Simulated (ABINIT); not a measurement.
**Run report: CoO, geometry relaxation (part 3 of 3)**

CoO (2 atoms in the cell); Kohn-Sham DFT of a periodic cell, LDA, DFT+U, JTH PAW LDA v2.0, spin-polarised (ABINIT 10.8.3); cutoff 707.5 eV, 8×8×8 k-mesh, fermi-dirac of 0.05 eV, collinear spins. The structure was built on a prototype by a generator; it need not be a known phase.

Geometry of the input (Å; fractional positions):
```
2.5705  0.0000  0.0000
0.0000  2.5705  0.0000
0.0000  0.0000  2.5705
Co 0.0000  0.0000  0.0000
O  0.5000  0.5000  0.5000
```

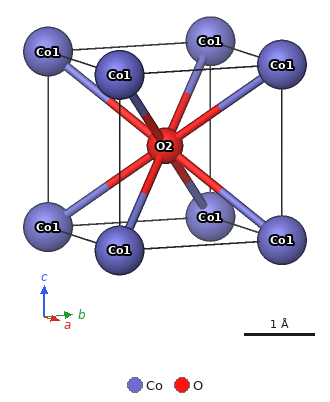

Figure 1. The structure as given in the input (ball-and-stick view of the cell of the calculation, seen slightly off an axis; atoms are numbered from 1 in the order of the input). An atom can appear more than once, as a periodic image.

Summary:

```json
{"quantity": "outcome", "value": "converged"}
{"quantity": "space group (tolerance 0.01 Å)", "value": "Pm-3m (221)"}
{"quantity": "electrons treated", "value": "23"}
{"quantity": "free energy", "value": "−4423.8354 eV"}
{"quantity": "Fermi energy", "value": "12.208 eV"}
{"quantity": "gap on the k-point mesh", "value": "0.14 eV"}
{"quantity": "net moment of the cell", "value": "3.00 μB"}
{"quantity": "pressure", "value": "0.00 GPa"}
{"quantity": "final volume", "value": "16.93 Å³"}
{"quantity": "largest force (length of the vector) at the end", "value": "under 0.001 eV/Å"}
{"quantity": "final cell", "value": "a = 2.567 Å, b = 2.567 Å, c = 2.567 Å, α = 90.00°, β = 90.00°, γ = 90.00°"}
{"quantity": "wall time", "value": "1.9 min"}
{"quantity": "peak memory", "value": "0.11 GiB"}
```
